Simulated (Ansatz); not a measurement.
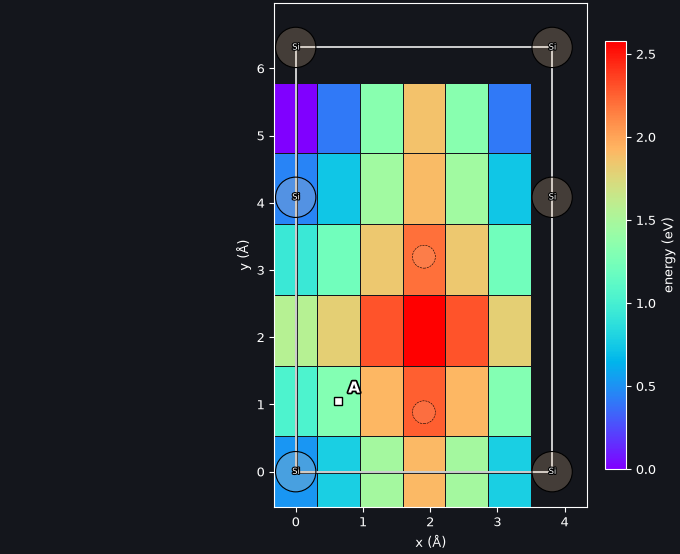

S on a Si(100) slab cut from the P6_3/mmc phase, its upper half relaxed before the scan (8 atoms of substrate and one adsorbate in a 1 × 1 cell). S is moved over the surface cell at a fixed height above a rigid substrate; the origin of the map has the adsorbate above Si7; the height is held at 2.20 Å. Places are given modulo a cell vector. The map is drawn in real space over the plane of the surface. The scan uses a 6 × 6 grid; 24 points were computed and 12 follow by symmetry. All energies are given in eV relative to the lowest grid point. Energies and slopes of some neighbouring points disagree (a jump in structure or state, or too coarse a mesh). The magnetic moment jumps between some neighbouring points. With one adsorbate in each 1 × 1 cell, its nearest image is 3.8 Å away, so neighbouring adsorbates interact. At a fixed height the lowest place need not be the adsorption site. Theory: DFT PBE+D3(BJ), scalar-relativistic, plane waves, PAW (Ansatz). Settings: cutoff 420 eV, k-mesh 7×4×1, gaussian smearing 0.05 eV, spin-polarised.

Drawn: one coloured cell a grid point, labelled circles for the atoms of the top layer and small ones for the second layer, the outline of one cell of the plane, the point A.

Question: Which way does the force act at A, and how strong is it?

Answer: A, at (1/6, 1/6) of the cell vectors, is not a stationary point. The computed force is 1.1 eV/Å in the plane, pointing down and left in the picture (components −0.8 and −0.8 eV/Å).

PAW datasets: the set soft_1.
